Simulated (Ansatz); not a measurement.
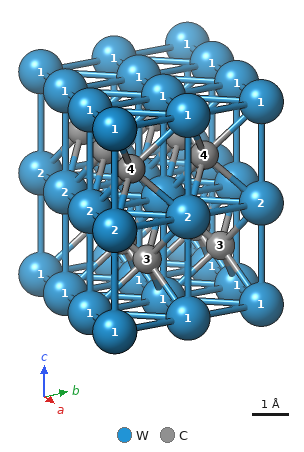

This is the input geometry for a relaxation of crystalline WC (a generated structure, set up in P6_3/mmc). The picture is a ball-and-stick view of the cell of the calculation, repeated 3 × 2 × 1 with one cell outlined, seen slightly off an axis.

Case: N → C, Ta → W on all its sites, cell and atoms relaxed.

Method: DFT PBE, scalar-relativistic, plane waves, PAW (Ansatz).

The input:
```yaml
crystal:
  lattice:
    - [2.8930178185, 0.0, 0.0]
    - [-1.4465089093, 2.5054269244, 0.0]
    - [0.0, 0.0, 5.8660127797]
  atoms:
    - { symbol: W, position: [0.0, 0.0, 0.0] }
    - { symbol: W, position: [0.0, 0.0, 0.5] }
    - { symbol: C, position: [0.3333333333, 0.6666666667, 0.25] }
    - { symbol: C, position: [0.6666666667, 0.3333333333, 0.75] }
basis:
  ecutwfc: 420
kpoints:
  mp_grid: { grid: [18, 18, 8] }
hamiltonian:
  xc: pbe
scf:
  occupations: { method: gaussian, width: 0.1 }
output:
  forces: true
  stress: true
  eigenvalues: true
relax:
  adjacent_minimum: "off"
  f_tol: 0.01
  max_steps: 60
  cell: { stress_tol: 0.1 }
```

Launched with:
```bash
ansatz run input.yaml --threads 1 --pin off --max-ram 2560MiB --backend cpu --events-out ev --progress --plain --runs-dir out
```

> Where does the relaxation end?

The energy falls by 10.3 meV per atom in 3 accepted moves (5 points after the start). All forces vanish by symmetry, so only the cell relaxes. Pressure: −2.18 GPa at the start and 0.01 GPa at the end. The line search rejected the trial step at point 1 of the run. The SCF was repeated once at an unchanged geometry on a basis and grid sized afresh for the cell, which shifted the energy by less than 0.05 meV per atom at most. No atom moves by more than 0.005 Å relative to the cell. The volume changes by −0.3 %, with a = b 2.893 → 2.917 Å (+0.8 %), c 5.866 → 5.752 Å (−1.9 %). Some distances before and after: W1–W2 2.933 → 2.876 Å, W1–W1 2.893 → 2.917 Å, W1–C3 2.223 → 2.215 Å. The space group stays P6_3/mmc (No. 194).

The end point in the same view:

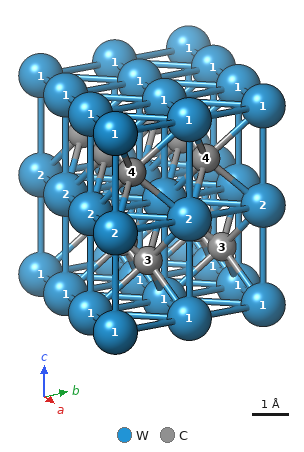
